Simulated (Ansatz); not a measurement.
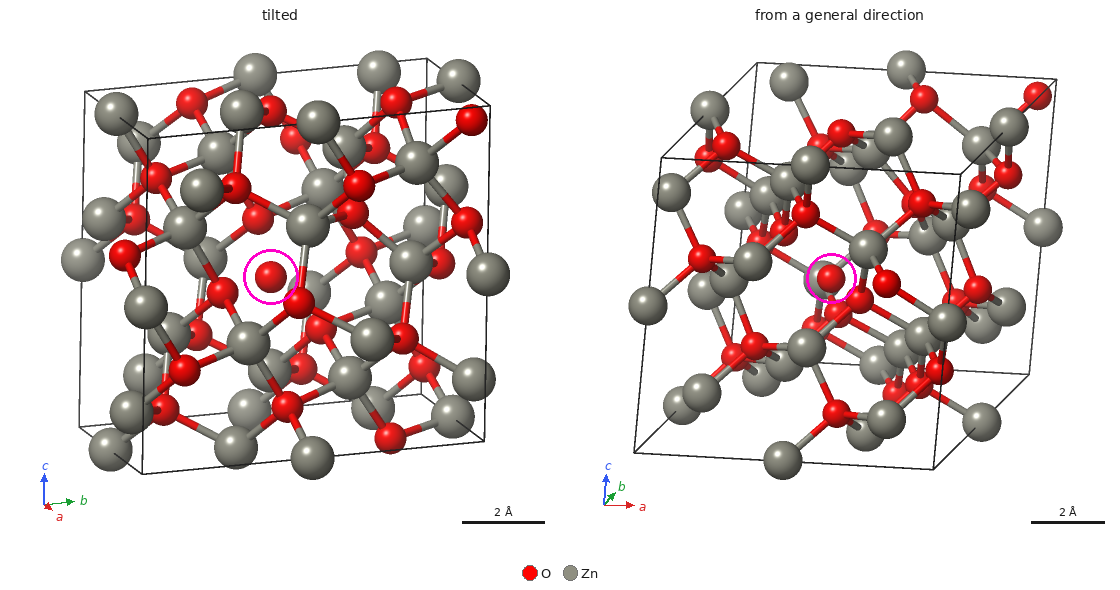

We look at a ball-and-stick model of the crystal slightly off an axis and from a general direction. The supercell is drawn as a box. The host is ZnO, in a cell of 48 sites, and the cell is neutral. A ring marks the defect's site.

**Spot the defect.**

Oxygen on a zinc site (an antisite). It is bonded to no bonds drawn.

The atoms were relaxed in the host's cell with DFT PBE, scalar-relativistic, plane waves, PAW in Ansatz.
